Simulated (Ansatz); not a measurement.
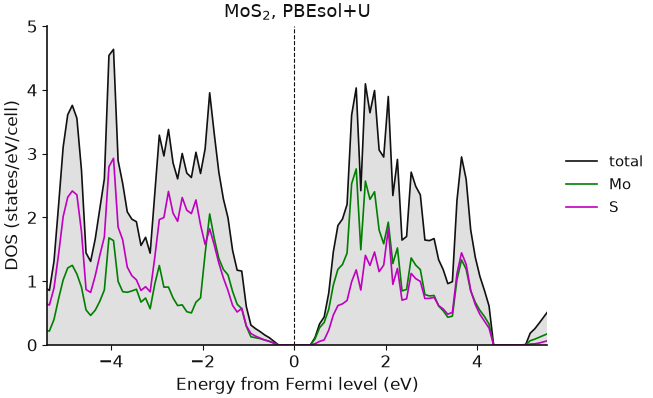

Density of states. Energies are counted from the Fermi level. The partial curves are projected on Löwdin-orthogonalised atomic shells.

Structure: MoS₂, space group R3m (No. 160), 3 atoms in the primitive cell; a = 3.160 Å, c = 18.450 Å (hexagonal axes).

Computed with Ansatz 0.2.0: PBEsol, Mo d U = 5 eV, Ansatz PAW, no spin polarisation, no spin-orbit coupling, 10×10×10 k mesh in the self-consistent step, 420 eV cutoff, Fermi-Dirac smearing of 0.05 eV.

> Is there a gap at the Fermi level, and how wide?

There is a gap; over the k points computed it is 0.92 eV.

> Which states form the band edges?

By projected weight, the top eV of the valence band is Mo (52 %) and S (48 %); the bottom eV of the conduction band is Mo (69 %) and S (31 %).

The density of states comes from the program's own step for it, whose mesh and broadening can differ from those of the self-consistent step. Spin-orbit coupling is left out, which matters for Mo. The PAW data sets were made with another functional.
